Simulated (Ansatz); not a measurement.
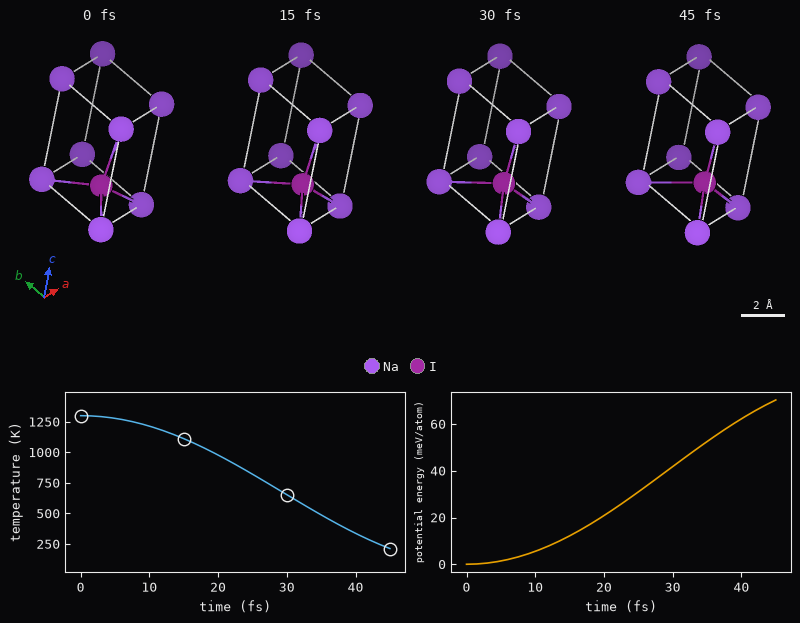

A Born-Oppenheimer molecular dynamics run of a 2-atom cell of NaI (built on the zincblende type), 45 fs long. Frames and the history of the run. Style: ball-and-stick. Shown: the reduced simulation cell, from a free direction. Bonds to atoms that aren't drawn are left out. Lengths and directions refer to the drawn axes.

Theory: DFT, PBEsol, plane waves, PAW (Ansatz). Run with plane-wave cutoff 420 eV; k-point mesh 4 × 4 × 4; Fermi-Dirac smearing 0.112 eV; constant energy (NVE); velocities drawn for 1300 K; time step 1.5 fs.

The input:
```yaml
crystal:
  lattice:
    - [0.0, 3.5431917152, 3.5431917152]
    - [3.5431917152, 0.0, 3.5431917152]
    - [3.5431917152, 3.5431917152, 0.0]
  atoms:
    - { symbol: Na, position: [0.0, 0.0, 0.0] }
    - { symbol: I, position: [0.25, 0.25, 0.25] }
kpoints:
  mp_grid: { grid: [4, 4, 4] }
hamiltonian:
  xc: pbesol
scf:
  occupations: { method: fermi_dirac, width: 0.112 }
md:
  ensemble: nve
  temperature: 1300
  timestep: 1.5
  n_steps: 30
  initial_velocities: maxwell_boltzmann
  seed: 754
```

Run as
```bash
ansatz run input.yaml --threads 4 --pin off --max-ram 3686MiB --backend cpu --events-out ev --progress --plain --runs-dir out
```

Describe the run.

Answer. In the second half of the run the atoms are, in the root-mean-square, this far from where they began (common drift taken out): Na 0.19 Å, I 0.19 Å. The run lasts only 45 fs, too short to tell vibration from diffusion. The mean temperature in the second half is 540 K (standard deviation 217 K). The potential energy is still drifting at the end, so the run hasn't reached equilibrium. The potential energy in the second half lies on average 49.2 meV per atom above the first frame.
